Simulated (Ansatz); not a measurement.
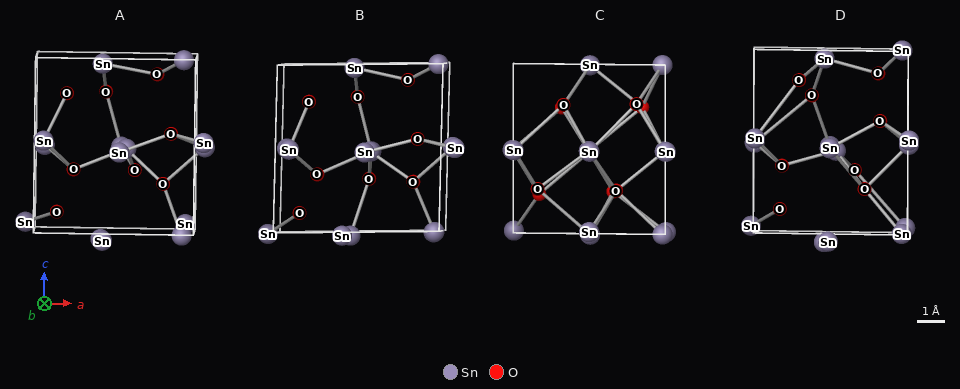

4 geometries from one relaxation of solid SnO (built on the NiAs type), in shuffled order. Style: ball-and-stick. Shown: the cell of the calculation, along the b axis.

Case: shaken.

All numbers below come from Ansatz, DFT, PBEsol, plane waves, PAW. Set-up: plane-wave cutoff 420 eV; k-point mesh 6 × 6 × 4; occupations fermi dirac; smearing width 0.05 eV; no spin polarisation; cell and atoms relaxed; force threshold 0.01 eV/Å; at most 120 steps.

> Put them in the order of the run, from the start to the converged end.

C, D, A, B. They are steps 0, 6, 12, 45, at +403 meV per atom, +100 meV per atom, +33.6 meV per atom relative to the last. Over 36 accepted moves (45 points after the start) the energy falls by 403 meV per atom. The largest force component goes from 1.5 to 0.0024 eV/Å. The pressure goes from 1.93 to 0.00 GPa. The line search rejected the trial steps at points 15, 18, 26, 30, 41 of the run. At 4 points the geometry stayed and the basis and grid were re-selected for the new cell (energy shift of 10.9 meV per atom at most each time). The atom that moves furthest relative to the cell is an O atom (1.54 Å roughly along [1 −1 −3]). Largest moves by element: O 1.54 Å, Sn 1.01 Å. The drawn cell changes as follows: a 6.635 → 7.054 Å (+6.3 %), b 6.797 → 7.089 Å (+4.3 %), c 6.416 → 6.356 Å (−0.9 %), α 89.6° → 88.8°, β 90.7° → 88.7°, γ 119.8° → 115.1°; the volume changes by +14.5 %. Some distances before and after: O–Sn 2.489 → 4.403 Å, O–Sn 2.492 → 4.310 Å, O–Sn 2.388 → 4.124 Å, O–Sn 2.597 → 4.250 Å. Bonds break: O–Sn (2.39 → 4.12 Å), O–Sn (2.46 → 3.86 Å), O–Sn (2.49 → 3.66 Å), O–Sn (2.49 → 4.31 Å). Among the angles between lasting bonds that change: Sn–O–Sn 82.6° → 122.8°, Sn–O–Sn 88.5° → 121.3°, Sn–O–Sn 92.1° → 124.7°. The space group stays P1 (No. 1). Cost: 6 min on 1 × NVIDIA H100 80GB HBM3 with 2 threads of AMD EPYC 7R13 Processor (Zen 3), on a shared host, peak memory 1.4 GiB.
